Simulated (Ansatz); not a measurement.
## Electronic structure of Mg$_{2}$Se$_{3}$ in real space

```cif
data_structure
_symmetry_space_group_name_H-M 'P 1'
_symmetry_Int_Tables_number 1
_cell_length_a 4.0533
_cell_length_b 4.0533
_cell_length_c 23.7487
_cell_angle_alpha 90.000
_cell_angle_beta 90.000
_cell_angle_gamma 120.000
_cell_volume 337.90
loop_
_atom_site_label
_atom_site_type_symbol
_atom_site_fract_x
_atom_site_fract_y
_atom_site_fract_z
_atom_site_occupancy
Mg1 Mg 0.33333 0.66667 0.06729 1
Mg2 Mg 0.00000 0.00000 0.40062 1
Mg3 Mg 0.66667 0.33333 0.73396 1
Mg4 Mg 0.33333 0.66667 0.26604 1
Mg5 Mg 0.00000 0.00000 0.59938 1
Mg6 Mg 0.66667 0.33333 0.93271 1
Se1 Se 0.00000 0.00000 0.00000 1
Se2 Se 0.66667 0.33333 0.33333 1
Se3 Se 0.33333 0.66667 0.66667 1
Se4 Se 0.00000 0.00000 0.21301 1
Se5 Se 0.66667 0.33333 0.54634 1
Se6 Se 0.33333 0.66667 0.87968 1
Se7 Se 0.66667 0.33333 0.12032 1
Se8 Se 0.33333 0.66667 0.45366 1
Se9 Se 0.00000 0.00000 0.78699 1
```

Space group R-3m; started from the tetradymite_166 prototype, which need not be the ambient phase.

Level of theory: DFT PBE, scalar-relativistic, plane waves, PAW (Ansatz).

The density is the valence pseudo-density of a PAW calculation; it isn't the true density close to the nuclei.

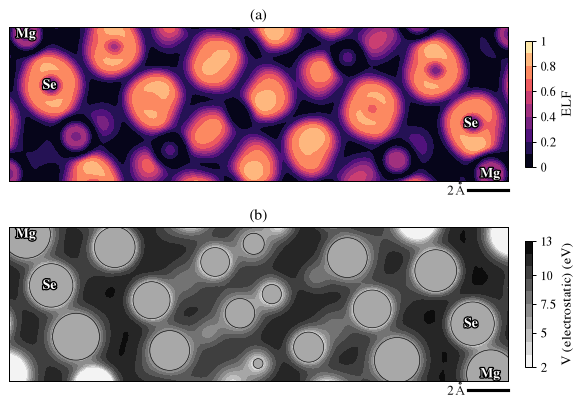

Figure 1. (a) ELF; (b) electrostatic potential energy of an electron on the (111) plane of the conventional cell. Grey discs cover the atomic cores in the potential map.

Q: What does the map show?

A:
- Atoms in the plane: Mg and Se.
- Atoms just off the plane (Mg, 0.3 Å away and Se, 0.3 Å away) can leave unmarked features too.
- Mg–Se (2.66 Å): the ELF is about 0.80 at the midpoint.
- Mg–Se (2.83 Å): the ELF is about 0.70 at the midpoint.
- Outside the cores the potential energy rises away from the atoms and is highest about 2.2 Å from the nearest atoms; its zero is arbitrary.

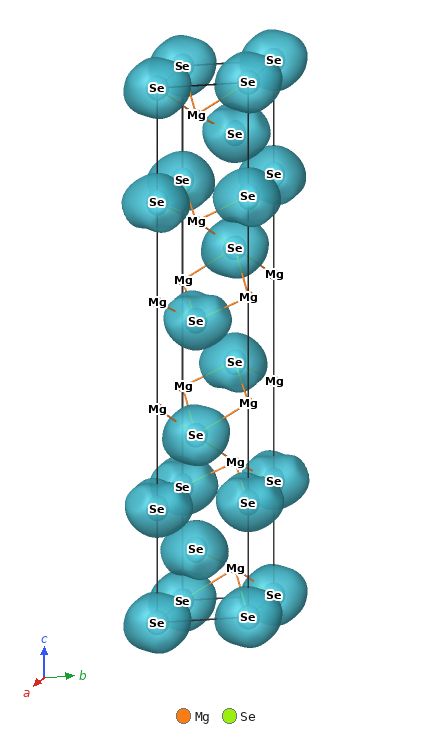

Figure 2. Isosurface of the electron localisation function at 0.6 (cyan), seen slightly off an axis. Only the valence region is drawn (cores and ρ < 0.01 e/Å³ removed). Sticks mark near contacts.

Q: Identify the bonds, lone pairs and shells in this picture.

A: The ELF exceeds this value in nine regions wrapped around Se (the valence shell of each), counted in one cell of 15 atoms. Regions shared between cells count once.

Q: Metal or insulator at this level of theory?

A: It is gapless in this calculation (a metal or semimetal).
